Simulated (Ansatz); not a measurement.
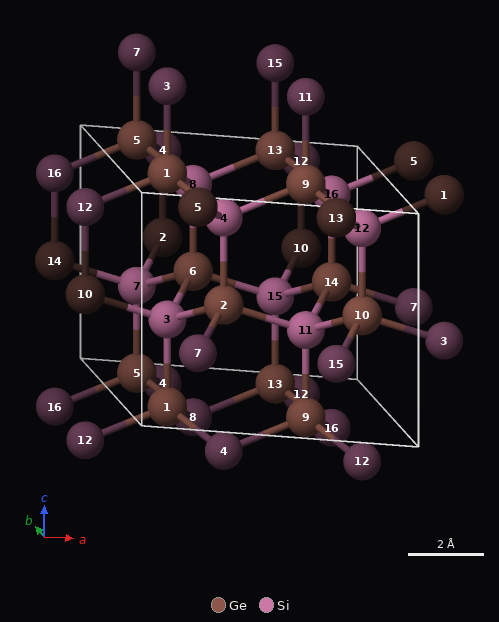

The input geometry (ball-and-stick view of the cell of the calculation, seen slightly off an axis; neighbours outside the cell are drawn fainter; atoms are numbered from 1 in the order of the input). An atom can appear more than once, as a periodic image. Near neighbours in the periodic cell (some may lie outside the picture): Ge has 4 Si at 2.40 to 2.41 Å; Si has 4 Ge at 2.40 to 2.41 Å.

**Run report: GeSi, molecular dynamics (part 1 of 2)**

- system: GeSi (P6₃mc, 16 atoms in the cell)
- method: DFT, r2SCAN, plane waves, PAW, no spin polarisation (Ansatz 0.2.0)

The structure was built on a prototype by a generator. The geometry comes from this level: r2SCAN. It belongs to a series of runs on one base structure; here: NVT, Nosé–Hoover thermostat at 1700 K. Figures and captions count atoms from 1; the log counts them from 0 in places.

**Input**
```yaml
crystal:
  lattice:
    - [7.8128746117, 1.0e-10, 0.0]
    - [-3.9064373059, 6.7661478903, 0.0]
    - [0.0, 0.0, 6.4478110316]
  atoms:
    - { symbol: Ge, position: [0.1666666667, 0.3333333333, 0.0003974037] }
    - { symbol: Ge, position: [0.3333333333, 0.1666666667, 0.5003974037] }
    - { symbol: Si, position: [0.1666666667, 0.3333333333, 0.3746025963] }
    - { symbol: Si, position: [0.3333333333, 0.1666666667, 0.8746025963] }
    - { symbol: Ge, position: [0.1666666667, 0.8333333333, 0.0003974037] }
    - { symbol: Ge, position: [0.3333333333, 0.6666666667, 0.5003974037] }
    - { symbol: Si, position: [0.1666666667, 0.8333333333, 0.3746025963] }
    - { symbol: Si, position: [0.3333333333, 0.6666666667, 0.8746025963] }
    - { symbol: Ge, position: [0.6666666667, 0.3333333333, 0.0003974037] }
    - { symbol: Ge, position: [0.8333333333, 0.1666666667, 0.5003974037] }
    - { symbol: Si, position: [0.6666666667, 0.3333333333, 0.3746025963] }
    - { symbol: Si, position: [0.8333333333, 0.1666666667, 0.8746025963] }
    - { symbol: Ge, position: [0.6666666667, 0.8333333333, 0.0003974037] }
    - { symbol: Ge, position: [0.8333333333, 0.6666666667, 0.5003974037] }
    - { symbol: Si, position: [0.6666666667, 0.8333333333, 0.3746025963] }
    - { symbol: Si, position: [0.8333333333, 0.6666666667, 0.8746025963] }
kpoints:
  mp_grid: { grid: [3, 3, 2] }
hamiltonian:
  xc: r2scan
scf:
  occupations: { method: fermi_dirac, width: 0.146 }
md:
  ensemble: nvt_nose_hoover
  temperature: 1700
  timestep: 1.0
  n_steps: 30
  initial_velocities: maxwell_boltzmann
  seed: 2397
```

Hardware: 4 threads of Arm Neoverse V1, 112 GiB of memory available, shared host.

Launch command:
```bash
ansatz run input.yaml --threads 4 --pin off --max-ram 3686MiB --backend cpu --events-out ev --progress --plain --runs-dir out
```

**The program's output**
```
Warning: md: disabling space-group detection — thermal motion breaks the input geometry's symmetry, so no spatial operation reduces the k-mesh or symmetrises the density; time reversal is kept, so that k and −k are solved as one point where they differ and the mesh holds both, and exact exchange and, on two spinor components, a DFT+U term hold to it where the run has them: on two components no moment then forms, and a state that bears one, which a typed moment (crystal.atoms[].spin; refused beside efield: under a hybrid functional) reaches, can lie lower, under hf by electronvolts; crystal.symmetry.detect: false (a key that needs symmetry detection or time reversal refuses this as the deck is read) with time_reversal: false beside it drops time reversal too
band count auto-derived: 90 (N_el = 144.0; filled up to band 72; 88 by the electrons, moments and atoms)
Engine: ansatz 0.2.0, aarch64-unknown-linux-gnu
Pseudopotentials: kind: paw
Pseudopotential: Ge, paw, valence charge 14, recommended cutoff 500 eV (meta_gga), Ge.paw.azcp
Pseudopotential: Si, paw, valence charge 4, recommended cutoff 500 eV (meta_gga), Si.paw.azcp
Functional definition: r2SCAN
  parameter k0 = 0.174
  parameter k1 = 0.065
  parameter a1 = 4.9479
  exchange = r2scan_x(k0 = k0, k1 = k1, a1 = a1)
  correlation = r2scan_c
Crystal: 16 atoms, lattice volume = 340.851 Å³
Basis set: ecut = 500 eV, 8705 PW (Γ), exchange–correlation on 240×240×192 points (64 copies of the dense FFT grid, shifted against one another)
Bands: 90, of which v1, the nominal top of the filled ones, is band 72 counted from 1 (71 counted from 0)
Symmetry: 1 space group operations
k-points: 10 of 18 (time reversal used)
Non-local potential: Ge, projectors of the file, l = 0: 2, l = 1: 2, l = 2: 3, l = 3: 1
Non-local potential: Si, projectors of the file, l = 0: 2, l = 1: 2, l = 2: 2
PAW form: soft (Blöchl's): semilocal exchange-correlation on the pseudo side does not see the compensation charge
PAW frozen core: Ge, regenerated for the run's functional (the file was generated under x = pbe(κ = 0.804, μ = 0.2195149727645171), c = pbe(β = 0.06672455060314922))
PAW frozen core: Si, regenerated for the run's functional (the file was generated under x = pbe(κ = 0.804, μ = 0.2195149727645171), c = pbe(β = 0.06672455060314922))
PAW one-centre angular grid: Ge, 590 points (default); XC on 160 Gauss nodes
PAW one-centre angular grid: Si, 302 points (default); XC on 160 Gauss nodes
Initial density: superposition of atomic densities (neutral atoms: chi_scale 0, normalization atom), corrected by the library's trained network
Initial wavefunctions: pseudopotential atomic-orbital guess
Functional: x = r2scan, c = r2scan; τ floored in thin density (d = 2e-4 eV/Å³)
SCF iter   1: F=—  HF=-39535.250795 eV  |F-HF|=—  |Δ(HF+E_count)|=         —  Δρ=5.73e-3  dr2=1.03e-1  dr2_τ=6.33e-2  ethr=1.77e-3  ⟨swp⟩=7.5  Hψ=3674  notcnv=0
preconditioner: auto → Resta (q_TF=auto, 2.363 Å⁻¹)  ε∞=4.4  [insulator: Δε(μ)=0.644 eV  Ē_g=8.778 eV  σ=0.146 eV  W_gap=0.78  n_scr=70 (ndim 8)  ℏωp=16.1 eV  f_vac=0.013  D(μ)=0.50/eV (n_scr^D=0)  ε∞_Penn≈4.4]
SCF iter   2: F=—  HF=-39535.328773 eV  |F-HF|=—  |Δ(HF+E_count)|=   7.80e-2  Δρ=2.21e-3  dr2=1.52e-2  dr2_τ=1.76e-4  ethr=7.14e-5  ⟨swp⟩=2.0  Hψ=1930  notcnv=0
SCF iter   3: F=—  HF=-39535.325668 eV  |F-HF|=—  |Δ(HF+E_count)|=   3.10e-3  Δρ=1.38e-3  dr2=5.18e-3  dr2_τ=4.09e-5  ethr=1.06e-5  ⟨swp⟩=2.0  Hψ=1300  notcnv=0
SCF iter   4: F=—  HF=-39535.325039 eV  |F-HF|=—  |Δ(HF+E_count)|=   6.29e-4  Δρ=2.07e-4  dr2=9.47e-5  dr2_τ=7.35e-7  ethr=3.60e-6  ⟨swp⟩=2.0  Hψ=1154  notcnv=0
SCF iter   5: F=—  HF=-39535.325017 eV  |F-HF|=—  |Δ(HF+E_count)|=   2.22e-5  Δρ=4.44e-5  dr2=5.66e-6  dr2_τ=5.77e-8  ethr=6.58e-8  ⟨swp⟩=2.0  Hψ=1601  notcnv=0
SCF iter   6: F=—  HF=-39535.324940 eV  |F-HF|=—  |Δ(HF+E_count)|=   7.67e-5  Δρ=6.72e-6  dr2=1.70e-7  dr2_τ=1.33e-9  ethr=3.93e-9  ⟨swp⟩=2.0  Hψ=1624  notcnv=0
SCF iter   7: F=—  HF=-39535.324940 eV  |F-HF|=—  |Δ(HF+E_count)|=   1.27e-7  Δρ=4.19e-6  dr2=5.12e-8  dr2_τ=4.86e-10  ethr=1.11e-11  ⟨swp⟩=5.0  Hψ=3292  notcnv=0
SCF iter   8: F=-39535.324940 eV  HF=-39535.324940 eV  |F-HF|=7.41e-9  |Δ(HF+E_count)|=   5.08e-8  Δρ=1.66e-6  dr2=8.13e-9  dr2_τ=5.64e-11  ethr=1.11e-11  ⟨swp⟩=4.0  Hψ=3098  notcnv=0
SCF 1 converged in 8 iterations: F = -39535.324940 eV  dr2 = 8.13e-9
  greatest PAW one-centre occupation: 0.998 electrons in one spin orbital (limit 2), on the Ge atom at site 13 (counted from 0), in its partial waves of l = 2
md step     0: t =     0.00 fs  T =  1700.0 K  F+E_penalty+E_count = -39535.32494043 eV  E_kin = 3.296130 eV  conserved = -39532.02881046 eV  (8 SCF iters)
Initial density: handed on by an earlier stage of this run
Initial wavefunctions: those handed on with the density
iter 1 solved again at ethr=1.12e-6 eV; its pass at ethr=3.10e-3 eV (dr2=1.62e-3 eV) is discarded
SCF iter   1: F=—  HF=-39535.312435 eV  |F-HF|=—  |Δ(HF+E_count)|=         —  Δρ=8.22e-4  dr2=1.66e-3  dr2_τ=1.87e-3  ethr=1.12e-6  ⟨swp⟩=2.6  Hψ=4541  notcnv=0
preconditioner: auto → Resta (q_TF=auto, 2.363 Å⁻¹)  ε∞=4.4  [insulator: Δε(μ)=0.630 eV  Ē_g=8.756 eV  σ=0.146 eV  W_gap=0.77  n_scr=70 (ndim 8)  ℏωp=16.1 eV  f_vac=0.015  D(μ)=0.48/eV (n_scr^D=0)  ε∞_Penn≈4.4]
SCF iter   2: F=—  HF=-39535.315521 eV  |F-HF|=—  |Δ(HF+E_count)|=   3.09e-3  Δρ=4.89e-4  dr2=4.75e-4  dr2_τ=2.66e-6  ethr=1.12e-6  ⟨swp⟩=2.0  Hψ=1220  notcnv=0
SCF iter   3: F=—  HF=-39535.315632 eV  |F-HF|=—  |Δ(HF+E_count)|=   1.11e-4  Δρ=7.78e-5  dr2=1.80e-5  dr2_τ=3.00e-7  ethr=3.30e-7  ⟨swp⟩=2.1  Hψ=1142  notcnv=0
SCF iter   4: F=—  HF=-39535.315628 eV  |F-HF|=—  |Δ(HF+E_count)|=   4.60e-6  Δρ=2.60e-5  dr2=1.97e-6  dr2_τ=2.72e-8  ethr=1.25e-8  ⟨swp⟩=2.0  Hψ=1629  notcnv=0
SCF iter   5: F=—  HF=-39535.315549 eV  |F-HF|=—  |Δ(HF+E_count)|=   7.84e-5  Δρ=1.16e-5  dr2=4.38e-7  dr2_τ=3.66e-9  ethr=1.36e-9  ⟨swp⟩=2.0  Hψ=1622  notcnv=0
SCF iter   6: F=—  HF=-39535.315549 eV  |F-HF|=—  |Δ(HF+E_count)|=   1.47e-7  Δρ=3.53e-6  dr2=4.87e-8  dr2_τ=3.12e-10  ethr=3.04e-10  ⟨swp⟩=2.0  Hψ=1620  notcnv=0
SCF iter   7: F=-39535.315549 eV  HF=-39535.315549 eV  |F-HF|=7.49e-10  |Δ(HF+E_count)|=   2.51e-8  Δρ=6.52e-7  dr2=1.87e-9  dr2_τ=1.79e-11  ethr=1.11e-11  ⟨swp⟩=4.1  Hψ=2719  notcnv=0
SCF 2 converged in 7 iterations: F = -39535.315549 eV  dr2 = 1.87e-9
md step     1: t =     1.00 fs  T =  1695.2 K  F+E_penalty+E_count = -39535.31554948 eV  E_kin = 3.286750 eV  conserved = -39532.02879923 eV  (7 SCF iters)
[... from here on the SCF iterations and repeated set-up lines of each step are left out, up to the last step ...]
SCF 3 converged in 7 iterations: F = -39535.287876 eV  dr2 = 2.76e-9
md step     2: t =     2.00 fs  T =  1680.9 K  F+E_penalty+E_count = -39535.28787607 eV  E_kin = 3.259113 eV  conserved = -39532.02876586 eV  (7 SCF iters)
SCF 4 converged in 7 iterations: F = -39535.242451 eV  dr2 = 2.27e-9
md step     3: t =     3.00 fs  T =  1657.5 K  F+E_penalty+E_count = -39535.24245057 eV  E_kin = 3.213753 eV  conserved = -39532.02871104 eV  (7 SCF iters)
SCF 5 converged in 7 iterations: F = -39535.180144 eV  dr2 = 2.06e-9
md step     4: t =     4.00 fs  T =  1625.4 K  F+E_penalty+E_count = -39535.18014385 eV  E_kin = 3.151547 eV  conserved = -39532.02863584 eV  (7 SCF iters)
SCF 6 converged in 3 iterations: F = -39535.102150 eV  dr2 = 3.15e-9
md step     5: t =     5.00 fs  T =  1585.3 K  F+E_penalty+E_count = -39535.10215049 eV  E_kin = 3.073702 eV  conserved = -39532.02854159 eV  (3 SCF iters)
SCF 7 converged in 2 iterations: F = -39535.009966 eV  dr2 = 1.59e-8
md step     6: t =     6.00 fs  T =  1537.8 K  F+E_penalty+E_count = -39535.00996550 eV  E_kin = 2.981721 eV  conserved = -39532.02843017 eV  (2 SCF iters)
SCF 8 converged in 3 iterations: F = -39534.905355 eV  dr2 = 7.57e-9
md step     7: t =     7.00 fs  T =  1484.0 K  F+E_penalty+E_count = -39534.90535499 eV  E_kin = 2.877383 eV  conserved = -39532.02830399 eV  (3 SCF iters)
SCF 9 converged in 2 iterations: F = -39534.790321 eV  dr2 = 4.19e-9
md step     8: t =     8.00 fs  T =  1424.9 K  F+E_penalty+E_count = -39534.79032076 eV  E_kin = 2.762700 eV  conserved = -39532.02816568 eV  (2 SCF iters)
SCF 10 converged in 2 iterations: F = -39534.667059 eV  dr2 = 1.15e-8
md step     9: t =     9.00 fs  T =  1361.5 K  F+E_penalty+E_count = -39534.66705944 eV  E_kin = 2.639877 eV  conserved = -39532.02801788 eV  (2 SCF iters)
SCF 11 converged in 7 iterations: F = -39534.537916 eV  dr2 = 1.98e-9
md step    10: t =    10.00 fs  T =  1295.2 K  F+E_penalty+E_count = -39534.53791647 eV  E_kin = 2.511269 eV  conserved = -39532.02786359 eV  (7 SCF iters)
SCF 12 converged in 3 iterations: F = -39534.405336 eV  dr2 = 1.77e-9
md step    11: t =    11.00 fs  T =  1227.2 K  F+E_penalty+E_count = -39534.40533577 eV  E_kin = 2.379324 eV  conserved = -39532.02770627 eV  (3 SCF iters)
SCF 13 converged in 3 iterations: F = -39534.271806 eV  dr2 = 1.93e-9
md step    12: t =    12.00 fs  T =  1158.7 K  F+E_penalty+E_count = -39534.27180561 eV  E_kin = 2.246531 eV  conserved = -39532.02754969 eV  (3 SCF iters)
SCF 14 converged in 2 iterations: F = -39534.139802 eV  dr2 = 1.43e-8
md step    13: t =    13.00 fs  T =  1091.0 K  F+E_penalty+E_count = -39534.13980219 eV  E_kin = 2.115368 eV  conserved = -39532.02739755 eV  (2 SCF iters)
SCF 15 converged in 3 iterations: F = -39534.011732 eV  dr2 = 8.74e-9
md step    14: t =    14.00 fs  T =  1025.4 K  F+E_penalty+E_count = -39534.01173175 eV  E_kin = 1.988236 eV  conserved = -39532.02725315 eV  (3 SCF iters)
SCF 16 converged in 2 iterations: F = -39533.889873 eV  dr2 = 1.38e-8
md step    15: t =    15.00 fs  T =   963.1 K  F+E_penalty+E_count = -39533.88987281 eV  E_kin = 1.867411 eV  conserved = -39532.02711992 eV  (2 SCF iters)
SCF 17 converged in 2 iterations: F = -39533.776321 eV  dr2 = 1.10e-8
md step    16: t =    16.00 fs  T =   905.1 K  F+E_penalty+E_count = -39533.77632097 eV  E_kin = 1.754981 eV  conserved = -39532.02700171 eV  (2 SCF iters)
SCF 18 converged in 3 iterations: F = -39533.672938 eV  dr2 = 4.38e-9
md step    17: t =    17.00 fs  T =   852.4 K  F+E_penalty+E_count = -39533.67293791 eV  E_kin = 1.652804 eV  conserved = -39532.02690151 eV  (3 SCF iters)
SCF 19 converged in 2 iterations: F = -39533.581307 eV  dr2 = 4.47e-9
md step    18: t =    18.00 fs  T =   805.8 K  F+E_penalty+E_count = -39533.58130670 eV  E_kin = 1.562458 eV  conserved = -39532.02682134 eV  (2 SCF iters)
SCF 20 converged in 3 iterations: F = -39533.502696 eV  dr2 = 2.27e-9
md step    19: t =    19.00 fs  T =   766.0 K  F+E_penalty+E_count = -39533.50269568 eV  E_kin = 1.485210 eV  conserved = -39532.02676287 eV  (3 SCF iters)
SCF 21 converged in 7 iterations: F = -39533.438032 eV  dr2 = 1.28e-8
md step    20: t =    20.00 fs  T =   733.4 K  F+E_penalty+E_count = -39533.43803232 eV  E_kin = 1.421989 eV  conserved = -39532.02672714 eV  (7 SCF iters)
SCF 22 converged in 4 iterations: F = -39533.387888 eV  dr2 = 5.22e-9
md step    21: t =    21.00 fs  T =   708.3 K  F+E_penalty+E_count = -39533.38788836 eV  E_kin = 1.373373 eV  conserved = -39532.02671375 eV  (4 SCF iters)
SCF 23 converged in 2 iterations: F = -39533.352476 eV  dr2 = 1.40e-8
md step    22: t =    22.00 fs  T =   690.9 K  F+E_penalty+E_count = -39533.35247648 eV  E_kin = 1.339584 eV  conserved = -39532.02672208 eV  (2 SCF iters)
SCF 24 converged in 3 iterations: F = -39533.331659 eV  dr2 = 2.36e-9
md step    23: t =    23.00 fs  T =   681.1 K  F+E_penalty+E_count = -39533.33165869 eV  E_kin = 1.320497 eV  conserved = -39532.02675179 eV  (3 SCF iters)
SCF 25 converged in 2 iterations: F = -39533.324965 eV  dr2 = 6.36e-9
md step    24: t =    24.00 fs  T =   678.6 K  F+E_penalty+E_count = -39533.32496521 eV  E_kin = 1.315662 eV  conserved = -39532.02680101 eV  (2 SCF iters)
SCF 26 converged in 3 iterations: F = -39533.331623 eV  dr2 = 3.49e-9
md step    25: t =    25.00 fs  T =   683.0 K  F+E_penalty+E_count = -39533.33162261 eV  E_kin = 1.324327 eV  conserved = -39532.02686688 eV  (3 SCF iters)
SCF 27 converged in 2 iterations: F = -39533.350589 eV  dr2 = 7.07e-9
md step    26: t =    26.00 fs  T =   693.9 K  F+E_penalty+E_count = -39533.35058934 eV  E_kin = 1.345477 eV  conserved = -39532.02694612 eV  (2 SCF iters)
SCF 28 converged in 3 iterations: F = -39533.380596 eV  dr2 = 3.14e-9
md step    27: t =    27.00 fs  T =   710.6 K  F+E_penalty+E_count = -39533.38059644 eV  E_kin = 1.377868 eV  conserved = -39532.02703642 eV  (3 SCF iters)
SCF 29 converged in 2 iterations: F = -39533.420192 eV  dr2 = 1.16e-8
md step    28: t =    28.00 fs  T =   732.4 K  F+E_penalty+E_count = -39533.42019163 eV  E_kin = 1.420075 eV  conserved = -39532.02713582 eV  (2 SCF iters)
SCF 30 converged in 3 iterations: F = -39533.467784 eV  dr2 = 1.33e-9
md step    29: t =    29.00 fs  T =   758.4 K  F+E_penalty+E_count = -39533.46778418 eV  E_kin = 1.470537 eV  conserved = -39532.02724070 eV  (3 SCF iters)
iter 1 solved again at ethr=4.21e-7 eV; its pass at ethr=3.10e-3 eV (dr2=6.06e-4 eV) is discarded
SCF iter   1: F=—  HF=-39533.520255 eV  |F-HF|=—  |Δ(HF+E_count)|=         —  Δρ=5.50e-4  dr2=6.22e-4  dr2_τ=9.87e-4  ethr=4.21e-7  ⟨swp⟩=2.0  Hψ=4627  notcnv=0
preconditioner: auto → Resta (q_TF=auto, 2.363 Å⁻¹)  ε∞=4.4  [insulator: Δε(μ)=0.360 eV  Ē_g=8.673 eV  σ=0.146 eV  W_gap=0.53  n_scr=70 (ndim 8)  ℏωp=16.1 eV  f_vac=0.012  D(μ)=0.79/eV (n_scr^D=0)  ε∞_Penn≈4.4]
SCF iter   2: F=—  HF=-39533.521737 eV  |F-HF|=—  |Δ(HF+E_count)|=   1.48e-3  Δρ=3.35e-4  dr2=2.05e-4  dr2_τ=1.13e-6  ethr=4.21e-7  ⟨swp⟩=2.0  Hψ=1220  notcnv=0
SCF iter   3: F=—  HF=-39533.521770 eV  |F-HF|=—  |Δ(HF+E_count)|=   3.30e-5  Δρ=4.31e-5  dr2=5.75e-6  dr2_τ=1.39e-7  ethr=1.43e-7  ⟨swp⟩=2.2  Hψ=1173  notcnv=0
SCF iter   4: F=—  HF=-39533.521689 eV  |F-HF|=—  |Δ(HF+E_count)|=   8.09e-5  Δρ=1.52e-5  dr2=7.17e-7  dr2_τ=6.41e-9  ethr=3.99e-9  ⟨swp⟩=2.0  Hψ=1621  notcnv=0
SCF iter   5: F=—  HF=-39533.521689 eV  |F-HF|=—  |Δ(HF+E_count)|=   4.31e-8  Δρ=7.08e-6  dr2=1.58e-7  dr2_τ=1.43e-9  ethr=4.98e-10  ⟨swp⟩=2.0  Hψ=1620  notcnv=0
SCF iter   6: F=-39533.521689 eV  HF=-39533.521689 eV  |F-HF|=6.74e-9  |Δ(HF+E_count)|=   2.62e-8  Δρ=1.73e-6  dr2=9.77e-9  dr2_τ=7.71e-11  ethr=1.11e-11  ⟨swp⟩=3.0  Hψ=3461  notcnv=0
SCF 31 converged in 6 iterations: F = -39533.521689 eV  dr2 = 9.77e-9
md step    30: t =    30.00 fs  T =   787.9 K  F+E_penalty+E_count = -39533.52168889 eV  E_kin = 1.527593 eV  conserved = -39532.02734781 eV  (6 SCF iters)
iter 1 solved again at ethr=6.78e-12 eV; its pass at ethr=3.10e-3 eV (dr2=9.76e-9 eV) is discarded
SCF iter   1: F=—  HF=-39533.521689 eV  |F-HF|=—  |Δ(HF+E_count)|=         —  Δρ=1.73e-6  dr2=9.77e-9  dr2_τ=7.71e-11  ethr=6.78e-12  ⟨swp⟩=2.0  Hψ=3107  notcnv=0
preconditioner: auto → Resta (q_TF=auto, 2.363 Å⁻¹)  ε∞=4.4  [insulator: Δε(μ)=0.359 eV  Ē_g=8.673 eV  σ=0.146 eV  W_gap=0.53  n_scr=70 (ndim 8)  ℏωp=16.1 eV  f_vac=0.012  D(μ)=0.79/eV (n_scr^D=0)  ε∞_Penn≈4.4]
SCF iter   2: F=-39533.521689 eV  HF=-39533.521689 eV  |F-HF|=3.11e-9  |Δ(HF+E_count)|=   4.57e-9  Δρ=1.12e-6  dr2=4.32e-9  dr2_τ=2.82e-11  ethr=6.78e-12  ⟨swp⟩=3.0  Hψ=1983  notcnv=0
SCF 32 converged in 2 iterations: F = -39533.521689 eV  dr2 = 4.32e-9
```

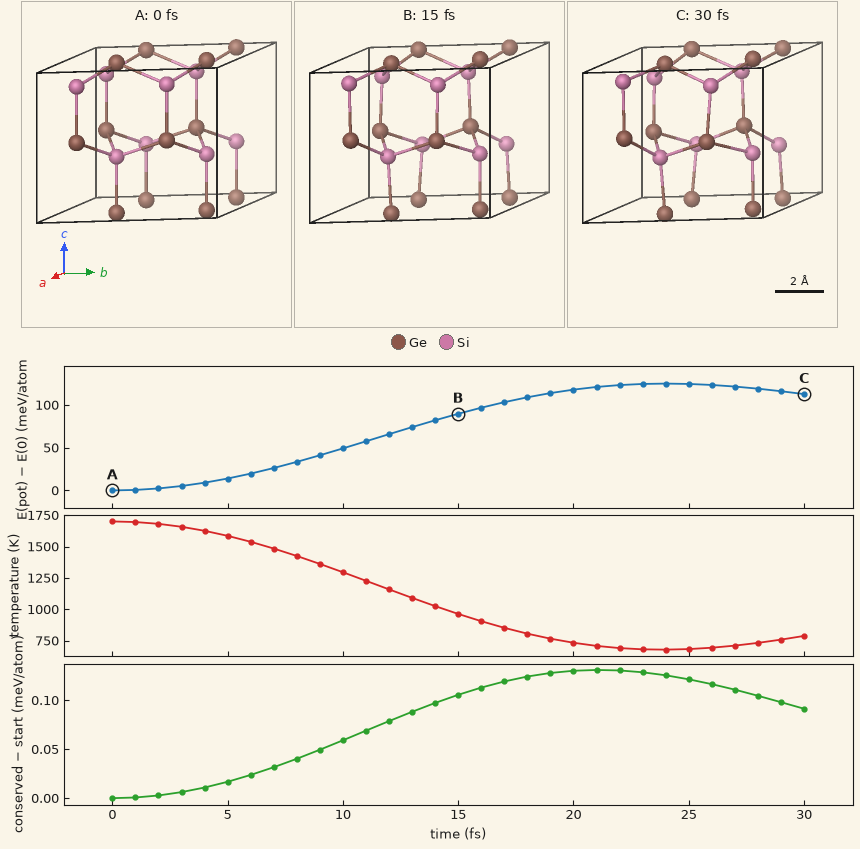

Frames of the molecular dynamics (ball-and-stick, simulation cell, seen slightly off an axis) above the curves, on which the letters mark them. The trajectory kept here has 31 frames over 30 fs. The temperature starts at 1700 K, ranges from 679 to 1700 K and averages 759 K over the second half. The potential energy ends 112.7 meV/atom above its first value. The conserved quantity stays within 0.13 meV/atom. With the common drift removed, the root-mean-square displacement is 0.19 Å, and Ge14 has moved furthest (0.31 Å).
